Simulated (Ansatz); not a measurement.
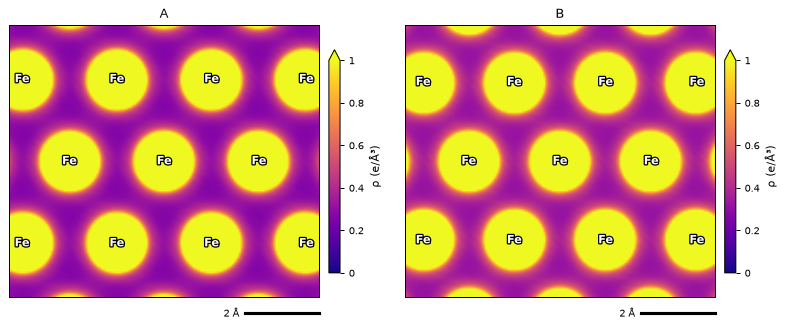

Fe. The valence charge density (pseudo) of two cells that differ in size, on the (001) plane of each (indices in the axes of the calculation cell), at one length scale and on one colour scale: A has 11.7 Å³ an atom and B 10.4.

These are results of DFT, revPBE, plane waves (420 eV) with PAW, scalar-relativistic (Ansatz 0.2.0), not measurements.

Core electrons are frozen (PAW), and the valence fields are smoothed inside the atomic spheres.

The larger cell:

```yaml
crystal:
  lattice:
    - [2.55832, 0.00000, 0.00000]
    - [-1.27916, 2.21557, 0.00000]
    - [0.00000, 0.00000, 8.23532]
  atoms:
    - { symbol: Fe, position: [0.00000, 0.00000, 0.00000] }
    - { symbol: Fe, position: [0.00000, 0.00000, 0.50000] }
    - { symbol: Fe, position: [0.33333, 0.66667, 0.25000] }
    - { symbol: Fe, position: [0.66667, 0.33333, 0.75000] }
```

The smaller cell: a = 2.463 Å, b = 2.463 Å, c = 7.930 Å, α = 90.00°, β = 90.00°, γ = 120.00°.

What does the compression do to the bonding and the properties?

From the larger cell to the smaller, Fe–Fe goes from 2.56 to 2.46 Å, and the density at its midpoint from 0.32 to 0.38 e/Å³.
